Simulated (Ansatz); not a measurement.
System: CuO.

Input file:

```
crystal:
  lattice:
    - [2.1283673533, -2.1319158567, 0.1667589443]
    - [2.1283673533, 2.1319158567, 0.1667589443]
    - [-0.4083184092, 0.0, 5.1997272412]
  atoms:
    - { symbol: Cu, position: [0.0, 0.5, 0.0] }
    - { symbol: Cu, position: [0.5, 0.0, 0.5] }
    - { symbol: O, position: [0.5000490452, 0.4999509548, 0.25] }
    - { symbol: O, position: [0.4999509548, 0.5000490452, 0.75] }
basis:
  ecutwfc: 420
kpoints:
  mp_grid: { grid: [14, 14, 8] }
hamiltonian:
  xc: pbe
scf:
  occupations: { method: gaussian, width: 0.1 }
output:
  forces: true
  stress: true
  eigenvalues: true
  write_density: true
  write_potential: true
  elf: true
  volumetric_format: npy
relax:
  adjacent_minimum: "off"
  f_tol: 0.01
  max_steps: 30
  cell: { stress_tol: 0.1, fix: [volume] }
```

Run with:

```sh
ansatz run input.yaml --threads 1 --pin off --max-ram 2560MiB --backend cpu --events-out ev --progress --plain --runs-dir out
```

Below, planes, directions and counts refer to the conventional cell (a = 3.03 Å, b = 3.03 Å, c = 5.18 Å, α = 90.00°, β = 90.00°, γ = 89.96°).

The fields are those of the relaxed geometry.

Space group P4₂/mmc; changed on purpose from its base cell (volume × 1.06, shape and atoms relaxed); computed pressure about −7 GPa in this cell; computed without spin polarisation.

The calculation used DFT PBE, scalar-relativistic, plane waves, PAW in Ansatz 0.2.0.

Predict the valence pseudo-density and electron localisation function between the atoms.

Answer. Cu–O (1.99 Å): ρ at the midpoint is about 0.59 e/Å³; the ELF peaks at about 0.85 in the valence shell of O, 0.6 Å from its nucleus, and is about 0.20 at the midpoint: no shared electron pair shows on this line.

Metal or insulator at this level of theory?

Answer. It is gapless in this calculation (a metal or semimetal); semilocal functionals without U, or without the true magnetic order, often close the gap of such compounds.

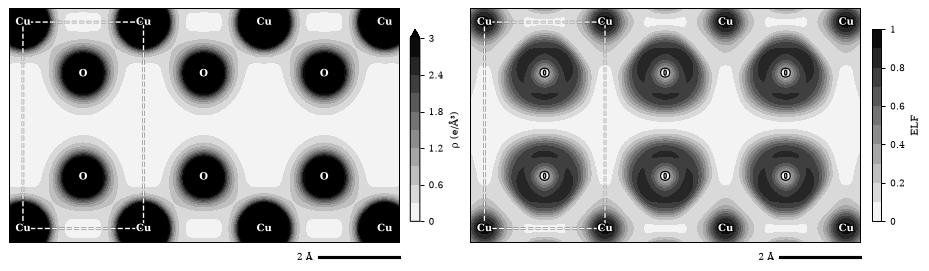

Computed valence pseudo-density and electron localisation function on the (010) plane of the conventional cell, in this order. 
